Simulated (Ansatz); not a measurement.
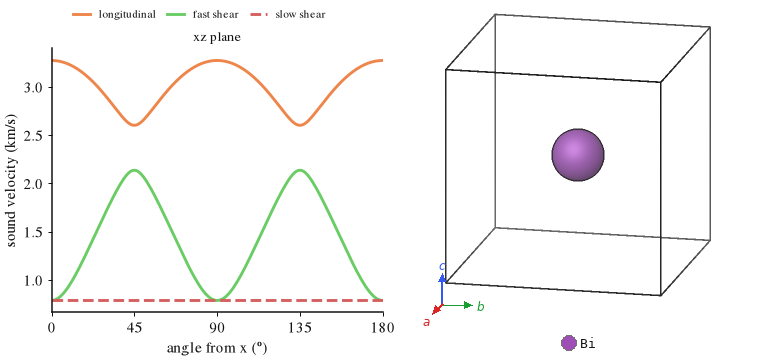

Plotted: sound velocities against the direction of travel in the xz plane, from the elastic constants and the density for Bi, space group Pm-3m (No. 221). The cell is drawn beside the plot.

The given structure:
```yaml
crystal:
  lattice:
    - [3.27851, 0.00000, 0.00000]
    - [0.00000, 3.27851, 0.00000]
    - [0.00000, 0.00000, 3.27851]
  atoms:
    - { symbol: Bi, position: [0.50000, 0.50000, 0.50000] }
```

Calculation (Ansatz 0.2.0): elastic stress-strain coefficients at zero temperature from small strains of the given cell, Voigt order xx yy zz yz xz xy, Cartesian axes of the cell vectors; plane waves with PAW datasets, Γ-centred k mesh. Level: PBE, no spin polarisation.

- wave cutoff: 420 eV
- k mesh: 16×16×16
- occupations: Fermi–Dirac
- smearing width: 0.15 eV
- ions: relaxed
- strain amplitude: 0.005

How fast does sound travel along the Cartesian axes?

Answer. Along x the longitudinal wave runs at 3.27 km/s and the transverse ones at 0.79 and 0.79 km/s, the same along y and z; along x + y they run at 2.60, 2.14 and 0.79 km/s (density 9.85 g/cm³).

Caveats: metal sensitive to the k mesh.

The computed values:

Stiffness matrix C (GPa), Voigt order:
```csv
,xx,yy,zz,yz,xz,xy
xx,105.5,15.6,15.6,0.0,0.0,0.0
yy,15.6,105.5,15.6,0.0,0.0,0.0
zz,15.6,15.6,105.5,0.0,0.0,0.0
yz,0.0,0.0,0.0,6.1,0.0,0.0
xz,0.0,0.0,0.0,0.0,6.1,0.0
xy,0.0,0.0,0.0,0.0,0.0,6.1
```
